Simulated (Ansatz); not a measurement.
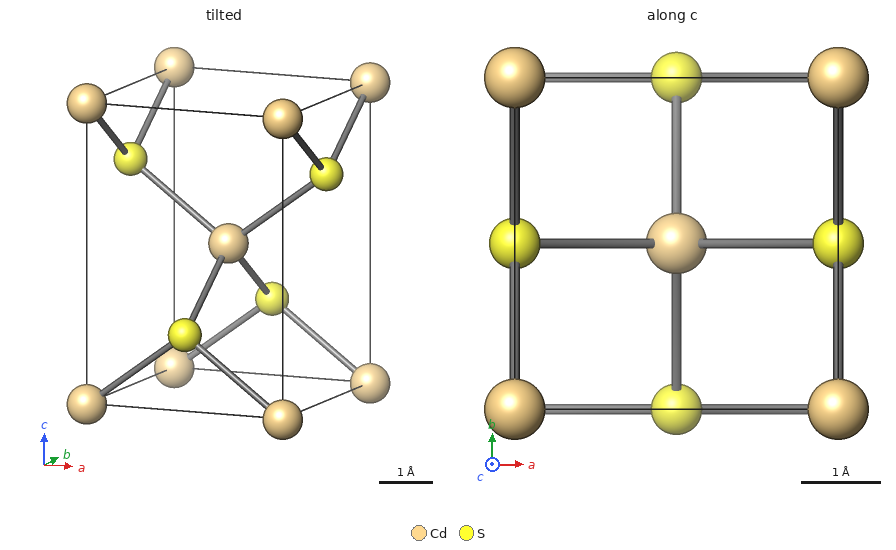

Structure drawing (ball-and-stick), viewed slightly off an axis and along the c axis. Atoms at the boundary of the conventional unit cell (the box) are drawn once for each face, edge or corner they touch.

CdS, space group Imm2 (No. 44), a = 4.105 Å, b = 4.209 Å, c = 5.878 Å, α = 90.00°, β = 90.00°, γ = 90.00°. The model was built from a structure type filled with these elements by a generator (whether the compound takes this form wasn't checked). The cell was then strained or its atoms displaced on purpose. A calculation with Ansatz used it as input.

This one geometry was computed with Ansatz (DFT, plane waves, PAW) at three levels of theory: PBE, r2SCAN and HSE06. It was relaxed with r2SCAN and then strained.

Question: How does the band gap change with the level of theory?

Answer: PBE: a gap of 1.04 eV, direct; r2SCAN: a gap of 1.49 eV, direct; HSE06: a gap of 2.05 eV, direct.

Question: Collect the results in a table.

Answer:
| level | cutoff (eV) | k-mesh of the run's cell | gap (eV) | pressure (GPa) |
| --- | --- | --- | --- | --- |
| PBE | 420 | 8×8×8 | 1.04 | 1.4 |
| r2SCAN | 500 | 8×8×8 | 1.49 | 0.0 |
| HSE06 | 420 | 6×6×6 | 2.05 | 0.2 |

Gaps are taken on the k-mesh or band path of each run.
